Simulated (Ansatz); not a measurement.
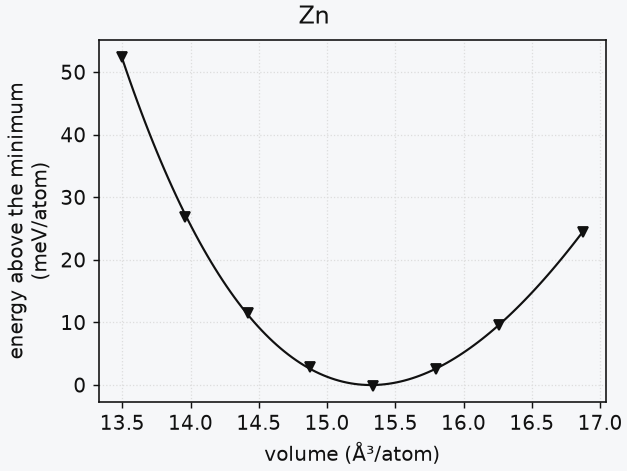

Plotted: energy above the minimum against volume for Zn, space group P6_3/mmc (No. 194).

The given structure:
```yaml
crystal:
  lattice:
    - [2.63332, 0.00000, 0.00000]
    - [-1.31666, 2.28052, 0.00000]
    - [0.00000, 0.00000, 5.10824]
  atoms:
    - { symbol: Zn, position: [0.33333, 0.66667, 0.25000] }
    - { symbol: Zn, position: [0.66667, 0.33333, 0.75000] }
```

Calculation (Ansatz 0.2.0): third-order Birch-Murnaghan fit to density functional energies at scaled volumes of the given relaxed cell, shape and atoms relaxed at each volume; energies count from the fitted minimum; plane waves with PAW datasets, Γ-centred k mesh. Level: PBE, no spin polarisation.

- wave cutoff: 420 eV
- k mesh: 18×18×8
- occupations: Gaussian
- smearing width: 0.1 eV

From this curve and the settings, what does the calculation give for the pressure at the same points?

The pressure falls from 10.78 GPa at volume 13.498 Å³/atom to −4.51 GPa at 16.872 Å³/atom, and changes sign near 15.34 Å³/atom.

```tsv
volume (Å³/atom)	pressure (GPa)
13.498	10.78
13.958	7.04
14.418	3.96
14.878	2.01
15.338	-0.01
15.799	-1.75
16.259	-3.10
16.872	-4.51
```
